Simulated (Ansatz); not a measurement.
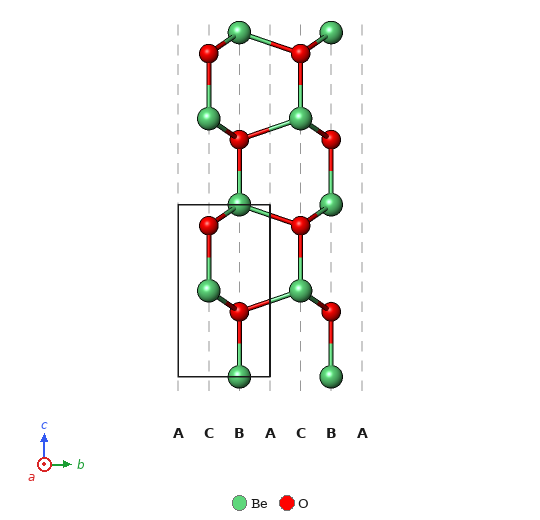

Projection along an edge of the hexagonal mesh, stacking direction c upwards. The dashed lines mark the three columns A (0, 0), B (1/3, 2/3) and C (2/3, 1/3). The sequence starts with the first layer at or above the cell's origin.

BeO: the geometry relaxed with DFT PBEsol, scalar-relativistic, plane waves, PAW in Ansatz 0.2.0.

Give the sequence of layers in one repeat, with element and column.

Be(B) – O(B) – Be(C) – O(C) (four layers in 4.37 Å).

How are the O layers alone stacked?

O layers alone: BC, the hexagonal close-packed type.

Which positions between or in the O layers do the other atoms fill?

Be: two tetrahedral sites (per hexagonal cell).

What short polytype symbol fits?

Polytype symbol 2H, the symbol of a tetrahedral polytype (number of double layers in the repeat and lattice).

Heights of the layers:

```json
{"layer": "1", "atoms (column)": "Be(B)", "height (Å)": "0.00", "to next (Å)": "1.65"}
{"layer": "2", "atoms (column)": "O(B)", "height (Å)": "1.65", "to next (Å)": "0.53"}
{"layer": "3", "atoms (column)": "Be(C)", "height (Å)": "2.19", "to next (Å)": "1.65"}
{"layer": "4", "atoms (column)": "O(C)", "height (Å)": "3.84", "to next (Å)": "0.53"}
```
